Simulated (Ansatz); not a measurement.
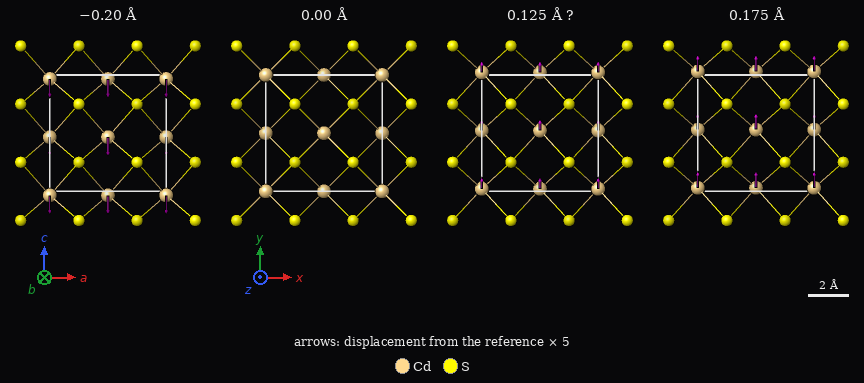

Energy scan for crystalline CdS (F-43m), in which the whole Cd sublattice is shifted rigidly, along Cartesian [0 1 0], all else fixed. A ball-and-stick model of the conventional cell (4 times the calculation's cell), seen along the b axis. Purple arrows: displacements from the reference. Lengths and directions refer to the drawn axes.

All numbers below come from Ansatz, DFT r2SCAN, scalar-relativistic, plane waves, PAW. (plane-wave cutoff 500 eV; k-point mesh 8 × 8 × 8; occupations gaussian; smearing width 0.05 eV; no spin polarisation). Energies (free energies at the smearing named) are counted from the cell as listed in its source, which wasn't relaxed.

```tsv
displacement (Å)	energy change (meV/cell)
−0.200	104.7
−0.100	26.5
0.000	0.0
0.050	6.6
0.125	?
0.150	59.3
0.175	80.4
```

**One row is withheld. What is its energy?**

A straight line between the two neighbours gives 46.1 meV/cell. A cubic through the four nearest rows (0.000, 0.050, 0.150, 0.175) gives, with Lagrange weights, (−0.0714)(0.0) + (0.2500)(6.6) + (1.2500)(59.3) + (−0.4286)(80.4) = 41.3 meV/cell. The calculation gives 41.3 meV/cell, so the cubic is right to the digits shown and the straight line 4.8 meV/cell too high, as the curve bends upwards here.

The whole profile:

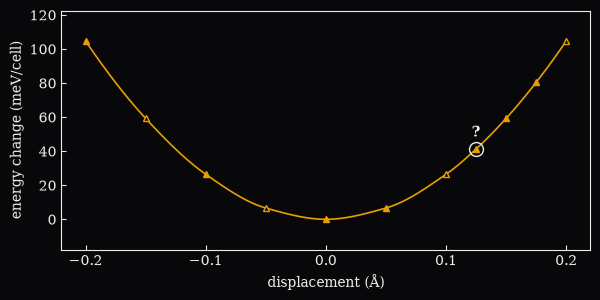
